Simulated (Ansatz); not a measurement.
## C: nudged elastic band (part 2 of 3)

The same run, continued: C (defect cell, 29 atoms in the cell); DFT PBE, scalar-relativistic, plane waves, PAW, no spin polarisation (Ansatz 0.2.0); cutoff 420 eV, 4×4×3 k-mesh, Gaussian smearing of 0.1 eV. The structure derives from a Materials Project entry. It belongs to a series of runs on one base structure; here: climbing-image band for the jump of C by 1.88 A.

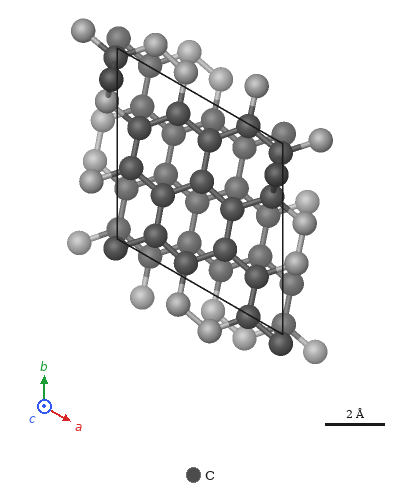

Figure 1. The starting structure (ball-and-stick view of the cell of the calculation, along the c axis; neighbours outside the cell are drawn fainter). An atom can appear more than once, as a periodic image.

## The program's output, continued
```
NEB image 3
SCF 25 converged in 8 iterations: F = -7270.566161 eV  dr2 = 2.97e-8
NEB image 4
SCF 26 converged in 9 iterations: F = -7270.908265 eV  dr2 = 4.67e-8
NEB image 5
SCF 27 converged in 8 iterations: F = -7270.966012 eV  dr2 = 7.49e-8
NEB iter   5: max|band force component| = 8.592e-1 eV/Å  barrier→ = 0.4062 eV  barrier← = 0.4062 eV  Δτ_max = 0.0392 Å  (42 SCF iters)
NEB image 1
SCF 28 converged in 8 iterations: F = -7270.970109 eV  dr2 = 1.18e-8
NEB image 2
SCF 29 converged in 9 iterations: F = -7270.940922 eV  dr2 = 2.58e-8
NEB image 3
SCF 30 converged in 8 iterations: F = -7270.571587 eV  dr2 = 5.68e-8
NEB image 4
SCF 31 converged in 8 iterations: F = -7270.940462 eV  dr2 = 6.62e-8
NEB image 5
SCF 32 converged in 8 iterations: F = -7270.969581 eV  dr2 = 1.29e-8
NEB iter   6: max|band force component| = 3.598e-1 eV/Å  barrier→ = 0.4007 eV  barrier← = 0.4007 eV  CI = image 3  Δτ_max = 0.1150 Å  (41 SCF iters)
NEB image 1
SCF 33 converged in 7 iterations: F = -7270.969922 eV  dr2 = 3.96e-8
NEB image 2
SCF 34 converged in 10 iterations: F = -7270.929830 eV  dr2 = 3.68e-8
NEB image 3
SCF 35 converged in 7 iterations: F = -7270.571460 eV  dr2 = 5.64e-8
NEB image 4
SCF 36 converged in 10 iterations: F = -7270.940621 eV  dr2 = 2.32e-8
NEB image 5
SCF 37 converged in 7 iterations: F = -7270.969841 eV  dr2 = 3.17e-8
NEB iter   7: max|band force component| = 7.281e-1 eV/Å  barrier→ = 0.4009 eV  barrier← = 0.4009 eV  CI = image 3  Δτ_max = 0.0570 Å  (41 SCF iters)
NEB image 1
SCF 38 converged in 6 iterations: F = -7270.970154 eV  dr2 = 2.65e-8
NEB image 2
SCF 39 converged in 9 iterations: F = -7270.961869 eV  dr2 = 5.14e-8
NEB image 3
SCF 40 converged in 6 iterations: F = -7270.571905 eV  dr2 = 8.15e-8
NEB image 4
SCF 41 converged in 8 iterations: F = -7270.964170 eV  dr2 = 7.66e-8
NEB image 5
SCF 42 converged in 8 iterations: F = -7270.970224 eV  dr2 = 5.59e-9
NEB iter   8: max|band force component| = 1.190e-1 eV/Å  barrier→ = 0.4004 eV  barrier← = 0.4004 eV  CI = image 3  Δτ_max = 0.0099 Å  (37 SCF iters)
NEB image 1
SCF 43 converged in 5 iterations: F = -7270.970162 eV  dr2 = 4.25e-8
NEB image 2
SCF 44 converged in 7 iterations: F = -7270.963131 eV  dr2 = 7.53e-8
NEB image 3
SCF 45 converged in 6 iterations: F = -7270.572197 eV  dr2 = 7.34e-8
NEB image 4
SCF 46 converged in 7 iterations: F = -7270.964966 eV  dr2 = 3.39e-8
NEB image 5
SCF 47 converged in 7 iterations: F = -7270.970360 eV  dr2 = 2.73e-8
NEB iter   9: max|band force component| = 6.968e-2 eV/Å  barrier→ = 0.4001 eV  barrier← = 0.4001 eV  CI = image 3  Δτ_max = 0.0303 Å  (32 SCF iters)
NEB image 1
preconditioner: auto → LDOS  [insulator: Δε(μ)=0.240 eV  Ē_g=14.992 eV  σ=0.100 eV  W_gap=0.66  n_scr=60 (ndim 8)  ℏωp=22.6 eV  f_vac=0.194  D(μ)=2.42/eV (n_scr^D=8)  ε∞_Penn≈3.3  β→1.0]
SCF 48 converged in 6 iterations: F = -7270.969996 eV  dr2 = 2.27e-8
NEB image 2
preconditioner: auto → LDOS  [insulator: Δε(μ)=0.230 eV  Ē_g=14.996 eV  σ=0.100 eV  W_gap=0.65  n_scr=60 (ndim 8)  ℏωp=22.6 eV  f_vac=0.191  D(μ)=2.43/eV (n_scr^D=8)  ε∞_Penn≈3.3  β→1.0]
SCF 49 converged in 8 iterations: F = -7270.963578 eV  dr2 = 4.12e-8
NEB image 3
preconditioner: auto → Resta (q_TF=auto, 2.313 Å⁻¹)  ε∞=3.3  [insulator: Δε(μ)=0.195 eV  Ē_g=14.957 eV  σ=0.100 eV  W_gap=0.83  n_scr=60 (ndim 8)  ℏωp=22.6 eV  f_vac=0.189  D(μ)=0.50/eV (n_scr^D=0)  ε∞_Penn≈3.3]
SCF 50 converged in 7 iterations: F = -7270.572670 eV  dr2 = 8.91e-8
NEB image 4
preconditioner: auto → LDOS  [insulator: Δε(μ)=0.241 eV  Ē_g=14.995 eV  σ=0.100 eV  W_gap=0.70  n_scr=60 (ndim 8)  ℏωp=22.6 eV  f_vac=0.192  D(μ)=2.42/eV (n_scr^D=8)  ε∞_Penn≈3.3  β→1.0]
SCF 51 converged in 8 iterations: F = -7270.965273 eV  dr2 = 1.00e-8
NEB image 5
iter 1 solved again at ethr=1.10e-7 eV; its pass at ethr=3.10e-3 eV (dr2=1.27e-4 eV) is discarded
SCF iter   1: F=—  HF=-7270.970726 eV  |F-HF|=—  |Δ(HF+E_count)|=         —  Δρ=3.24e-4  dr2=1.27e-4  ethr=1.10e-7  ⟨swp⟩=2.0  Hψ=7122  notcnv=0
preconditioner: auto → LDOS  [insulator: Δε(μ)=0.243 eV  Ē_g=14.992 eV  σ=0.100 eV  W_gap=0.67  n_scr=60 (ndim 8)  ℏωp=22.6 eV  f_vac=0.194  D(μ)=2.42/eV (n_scr^D=8)  ε∞_Penn≈3.3  β→1.0]
SCF iter   2: F=—  HF=-7270.970700 eV  |F-HF|=—  |Δ(HF+E_count)|=   2.69e-5  Δρ=9.19e-5  dr2=2.22e-5  ethr=1.10e-7  ⟨swp⟩=2.0  Hψ=3665  notcnv=0
SCF iter   3: F=—  HF=-7270.970347 eV  |F-HF|=—  |Δ(HF+E_count)|=   3.53e-4  Δρ=4.07e-5  dr2=4.91e-6  ethr=1.91e-8  ⟨swp⟩=2.0  Hψ=3303  notcnv=0
SCF iter   4: F=—  HF=-7270.970345 eV  |F-HF|=—  |Δ(HF+E_count)|=   1.04e-6  Δρ=6.35e-6  dr2=1.67e-7  ethr=4.23e-9  ⟨swp⟩=2.1  Hψ=2679  notcnv=0
SCF iter   5: F=-7270.970345 eV  HF=-7270.970345 eV  |F-HF|=6.06e-8  |Δ(HF+E_count)|=   1.53e-8  Δρ=3.37e-6  dr2=7.24e-8  ethr=8.62e-11  ⟨swp⟩=5.0  Hψ=6976  notcnv=0
SCF 52 converged in 5 iterations: F = -7270.970345 eV  dr2 = 7.24e-8
NEB image 1
NSCF: frozen V_eff on 26 k-points
NEB image 2
NSCF: frozen V_eff on 26 k-points
NEB image 4
NSCF: frozen V_eff on 26 k-points
NEB image 5
NSCF: frozen V_eff on 26 k-points
NEB image 3
NSCF: frozen V_eff on 26 k-points
the band table was solved once a step of the walk had ended and its energy, with any forces and stress, was formed, with the checks that follow a solve (11430 applications of the Hamiltonian). They found nothing against the state; the energy, forces and stress were not computed again (output.eigenvalues in the input reference)
NEB iter  10: max|band force component| = 2.099e-2 eV/Å  barrier→ = 0.3997 eV  barrier← = 0.3997 eV  CI = image 3  Δτ_max = 0.0000 Å  (34 SCF iters)
```

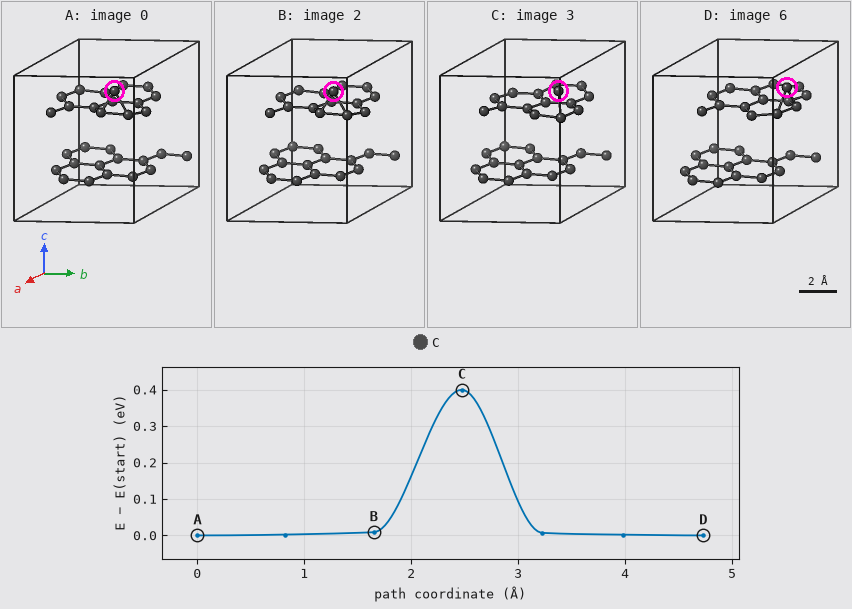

Figure 2. Images of the last band (counted from 0; ball-and-stick, simulation cell, seen at an oblique angle), with the moving atom and its periodic copies ringed, above the energy along the path; the line is a cubic interpolation that uses the forces. The highest image is number 3, 0.400 eV above the start and 0.400 eV above the end (the climbing image); start and end have the same energy. The path is 4.73 Å long, and C29 moves most (1.88 Å). The band converged in 10 iterations.

```
SCF converged after 7 iterations
Free energy (F): -7270.572670 eV
Harris-Foulkes:  -7270.572670 eV  (|F-HF|=9.32e-9)
Internal energy: -7270.570188 eV  (E = F + TS)
E sigma→0 (E₀):  -7270.571429 eV
Entropy (-TS):   -0.002482 eV (-0.086 meV/atom)
Fermi energy:    4.738786 eV
--- Per-component energies (eV) ---
  E_band       = -486.166814
  E_kinetic    = 2628.313061
  E_local      = -6475.698061  (includes V_loc(G=0)·N_el)
  E_nonlocal   = 792.741998
  E_hartree    = 2242.232453
  E_xc         = -1389.932884
  E_vxc        = -1720.566794  (∫ρ·V_xc dr)
  E_paw        = -2879.492152  (= ΣΔE_a)
  E_vpaw       = -195.421685  (= ΣTr[D̂ρ^β])
  E_aug_tail   = 0.000214  (compensation charges beyond the density's cutoff)
  E_ewald      = -2188.734818
  E_smearing   = -0.002482  (= −TS)
  E_closure    = -0.000000  (closes the sum)
  Σ components = -7270.572670   (vs F -7270.572670, Δ=0.00e0)
--- Forces (eV/Å), atoms counted from 1 ---
  atom   1  C      0.00421966     0.00183161    -0.00103335
  atom   2  C      0.00160623    -0.00218990     0.00261516
  atom   3  C      0.00278930    -0.01514437    -0.00091172
  atom   4  C      0.01661761    -0.01609877     0.01645116
  atom   5  C     -0.00661643     0.00248282    -0.00249917
  atom   6  C     -0.00101512    -0.00273034    -0.00245209
  atom   7  C     -0.00240583    -0.00016309    -0.00019789
  atom   8  C     -0.00004235     0.00090016    -0.00017343
  atom   9  C     -0.00102269    -0.00029187     0.00020153
  atom  10  C     -0.00040453     0.00065498     0.00018793
  atom  11  C     -0.00000544     0.00046241     0.00065135
  atom  12  C     -0.00000322     0.00150803     0.00013796
  atom  13  C      0.00021036     0.00015202     0.00008698
  atom  14  C     -0.00023762     0.00049799    -0.00012434
  atom  15  C      0.00620452    -0.00579754    -0.00397285
  atom  16  C     -0.01276279     0.00873362     0.00558447
  atom  17  C     -0.00117736     0.01275724     0.00362411
  atom  18  C      0.00594301    -0.02106527    -0.00415685
  atom  19  C     -0.00280732    -0.00173520    -0.00216364
  atom  20  C     -0.00880387     0.00918818    -0.00234746
  atom  21  C      0.01546333     0.01842964     0.00359715
  atom  22  C     -0.00042903     0.00054419     0.00004084
  atom  23  C      0.00016604     0.00022181     0.00109478
  atom  24  C     -0.00022744     0.00121527     0.00011828
  atom  25  C     -0.00005096     0.00027818     0.00008554
  atom  26  C     -0.00049061     0.00076875    -0.00013982
  atom  27  C     -0.00084026     0.00077814     0.00000113
  atom  28  C     -0.00002297     0.00032649     0.00006922
  atom  29  C     -0.01387347     0.00344934    -0.01430567
  max |Σ_I F_I| component: 6.93e-5 eV/Å
--- Band table (eV; the first three rows and the last of 26) ---
  k-point 0: bands = ["-15.3771", "-14.3618", "-13.0584", "-11.7809", "-11.7608", "-11.6877", "-11.6248", "-11.5272", "-11.0745", "-11.0733", "-11.0689", "-11.0652", "-11.0590", "-11.0529", "-7.0933", "-5.8208", "-5.6282", "-5.6217", "-5.5032", "-5.4378", "-4.9338", "-4.9331", "-4.9328", "-4.9316", "-4.9292", "-4.9281", "-4.3399", "-3.0220", "-3.0012", "-2.8565", "-2.8096", "-2.7184", "-2.6619", "-2.4027", "-2.1593", "-2.1592", "-2.1567", "-2.1526", "-2.1513", "-2.1501", "-1.6529", "-0.0334", "0.3338", "0.6311", "0.7197", "0.8309", "1.2345", "1.3424", "1.3831", "1.4034", "1.4271", "1.4399", "1.4792", "1.5876", "2.1063", "2.1079", "2.3646", "4.6149", "5.7181", "6.9830", "8.4586", "8.5870", "8.6398", "8.7396", "9.0382", "9.1247", "9.1299", "9.1424", "9.1631", "9.1781", "9.1823", "10.0863", "11.6359", "12.2472", "12.3871", "12.4505", "12.4638", "12.6072", "12.8505", "13.3237", "13.3970", "13.4747", "13.4769", "13.6233", "13.9604", "14.0286", "14.1819"]
  k-point 1: bands = ["-15.3768", "-14.3624", "-13.0581", "-11.7807", "-11.7606", "-11.6874", "-11.6245", "-11.5269", "-11.0748", "-11.0735", "-11.0692", "-11.0655", "-11.0594", "-11.0533", "-7.0919", "-5.8206", "-5.6281", "-5.6217", "-5.5031", "-5.4377", "-4.9339", "-4.9331", "-4.9329", "-4.9316", "-4.9294", "-4.9283", "-4.3271", "-3.0013", "-2.9908", "-2.8566", "-2.8090", "-2.7171", "-2.6610", "-2.4918", "-2.1593", "-2.1591", "-2.1567", "-2.1526", "-2.1512", "-2.1500", "-1.6169", "-0.0142", "0.3690", "0.6642", "0.7580", "0.8742", "1.1640", "1.3193", "1.3458", "1.3634", "1.3769", "1.3942", "1.4350", "1.5832", "2.1063", "2.1079", "2.4833", "4.6447", "5.7391", "6.9411", "8.4702", "8.5955", "8.6568", "9.0208", "9.1045", "9.1162", "9.1280", "9.1386", "9.1421", "9.2325", "9.2795", "10.1405", "10.5579", "12.1755", "12.5297", "12.8459", "12.8736", "12.9493", "13.0059", "13.4119", "13.4443", "13.4748", "13.4771", "13.6941", "13.7595", "14.0443", "14.1352"]
  k-point 2: bands = ["-15.2062", "-14.1515", "-13.5732", "-12.6020", "-12.4847", "-12.3275", "-11.6710", "-11.6669", "-11.1050", "-10.7453", "-10.0889", "-10.0858", "-10.0614", "-9.3402", "-7.9462", "-7.4790", "-6.8573", "-6.7965", "-6.4619", "-5.6130", "-5.3850", "-4.8503", "-4.6290", "-4.4360", "-4.2293", "-3.8086", "-3.8065", "-3.7285", "-3.3972", "-3.2244", "-2.7834", "-2.7673", "-2.3071", "-2.2332", "-2.1568", "-1.9088", "-1.5703", "-1.5476", "-1.3771", "-0.8374", "-0.7825", "-0.6114", "-0.2820", "-0.1070", "0.5784", "0.6246", "0.7349", "0.8855", "0.9745", "1.2974", "1.5133", "1.6614", "2.1119", "2.2588", "2.3192", "2.5365", "3.0704", "4.3621", "5.2559", "6.6024", "7.0787", "7.6033", "7.6765", "7.8996", "7.9732", "8.9027", "9.1996", "9.8359", "9.9460", "10.1774", "10.7132", "11.0782", "11.5869", "11.7315", "11.9895", "12.2177", "12.3622", "12.6646", "12.8533", "12.9956", "13.1094", "13.3360", "13.5294", "13.5867", "13.7560", "14.0718", "14.1713"]
  k-point 25: bands = ["-14.9140", "-14.1085", "-13.5291", "-13.5174", "-12.9829", "-12.4535", "-11.8728", "-11.8711", "-10.2316", "-9.7059", "-9.4785", "-9.1264", "-8.8198", "-8.8144", "-8.7855", "-8.0933", "-8.0846", "-7.6338", "-7.0525", "-7.0476", "-5.8785", "-4.7706", "-4.6625", "-4.4568", "-4.1382", "-4.1372", "-3.9226", "-3.9148", "-3.8609", "-2.3195", "-1.9484", "-1.7000", "-1.6041", "-1.5499", "-1.4279", "-1.2980", "-1.2770", "-1.2280", "-0.9552", "-0.9300", "-0.9261", "-0.5759", "-0.5654", "-0.3853", "-0.0851", "0.0177", "0.3924", "0.4801", "0.5397", "0.5463", "1.4516", "1.8146", "2.0701", "2.7879", "2.9930", "3.5389", "3.5964", "4.4880", "5.4142", "5.5833", "6.1864", "6.6080", "6.6311", "6.8310", "8.5015", "9.2372", "9.9036", "10.2305", "10.2745", "10.3065", "10.5092", "11.1959", "11.4557", "11.6402", "11.8987", "12.3473", "12.5213", "12.6590", "12.9287", "12.9804", "13.1635", "13.2186", "13.4196", "13.4467", "13.5655", "13.7510", "13.8636"]
this run last wrote the band of iteration 10 to [file]
--- NEB band (7 images, 10 band iterations, 439 SCF iterations) ---
  forward barrier  = 0.399656 eV
  backward barrier = 0.399656 eV
  lagrangian_above_aufbau_ev (what the smearing adds, to first order; not taken off the barriers): saddle image -0.000594 eV, end points -0.009953 and -0.009953 eV
  climbing image's point = of an order that was not read
  energies are F+E_penalty+E_count in eV, relative to image 0
  image     s (Å)  Δ vs image 0  max|band force component| (eV/Å)
      0    0.0000      0.000000                                 —
      1    0.8241      0.002329                          2.482e-3
      2    1.6482      0.008748                          1.946e-2
  *   3    2.4724      0.399656                          2.099e-2
      4    3.2245      0.007053                          1.713e-2
      5    3.9765      0.001980                          1.397e-3
      6    4.7285     -0.000000                                 —
  climbing-image geometry (image 3):
  cell:  # Å, volume = 312.2141 Å³
    - [6.1663319712, 2.1360800542, 0.0]
    - [-1.2332663942, -6.4082401623, 0.0]
    - [0.0, 0.0, -8.4654495156]
  atoms:
    - { symbol: C, position: [0.12999607794817628, 0.7088993581010891, 0.7212814895019325] }
    - { symbol: C, position: [0.5543685249369487, 0.8514584770014397, 0.7092691293208081] }
    - { symbol: C, position: [0.2769416335409585, 0.4272395901735626, 0.6994913102331523] }
    - { symbol: C, position: [3.261941159116459e-5, 0.006593835344721283, 0.7234734898981391] }
    - { symbol: C, position: [0.7000744677370606, 0.5667825036119213, 0.7072294300886427] }
    - { symbol: C, position: [0.4184270882214561, 0.14160863211719, 0.7006997207112021] }
    - { symbol: C, position: [0.8454569078014843, 0.283277037841091, 0.7213451459827604] }
    - { symbol: C, position: [0.14936830515506425, 0.714662144781409, 0.2625944579352329] }
    - { symbol: C, position: [0.5780335259440669, 0.8573820069109006, 0.2633304063063822] }
    - { symbol: C, position: [0.2921453720861475, 0.4288101016929491, 0.26247280059644823] }
    - { symbol: C, position: [0.006410872143771625, 0.0002281945581209463, 0.2645115942103119] }
    - { symbol: C, position: [0.7207993364666506, 0.571894240898261, 0.26326118582208136] }
    - { symbol: C, position: [0.43501603201955946, 0.14314196224394068, 0.2623865697977151] }
    - { symbol: C, position: [0.8636391527997102, 0.28600572745029806, 0.2625940201145688] }
    - { symbol: C, position: [0.08293336287216117, 0.4725067340815833, 0.7157305510136821] }
    - { symbol: C, position: [0.5095950728328842, 0.6144228473616336, 0.7018744199974828] }
    - { symbol: C, position: [0.23805004182234452, 0.1946037480290494, 0.6931966921051698] }
    - { symbol: C, position: [0.9365337469632672, 0.7550898399064838, 0.7272130608052292] }
    - { symbol: C, position: [0.6565248351720085, 0.3313947363381838, 0.7075583082199314] }
    - { symbol: C, position: [0.3678216443390656, 0.8992527577398309, 0.7103281412721584] }
    - { symbol: C, position: [0.7932466256017616, 0.04148447661425128, 0.7259805455235898] }
    - { symbol: C, position: [0.3398650922704529, 0.6669723602761495, 0.2624433300686327] }
    - { symbol: C, position: [0.7684340544566761, 0.8098635822460694, 0.26452250130516436] }
    - { symbol: C, position: [0.4827010354610918, 0.3813006204341224, 0.26246086410999814] }
    - { symbol: C, position: [0.19685515085249583, 0.9527127668448301, 0.26328819468862075] }
    - { symbol: C, position: [0.9112337447198856, 0.5241474031270479, 0.26256224302605896] }
    - { symbol: C, position: [0.6255090390043637, 0.09547130395593752, 0.2625844213944613] }
    - { symbol: C, position: [0.054077152428504104, 0.23826562221319977, 0.26330385435919873] }
    - { symbol: C, position: [0.9181782319903903, 0.9430021988047346, -0.11208046660875479] }
```
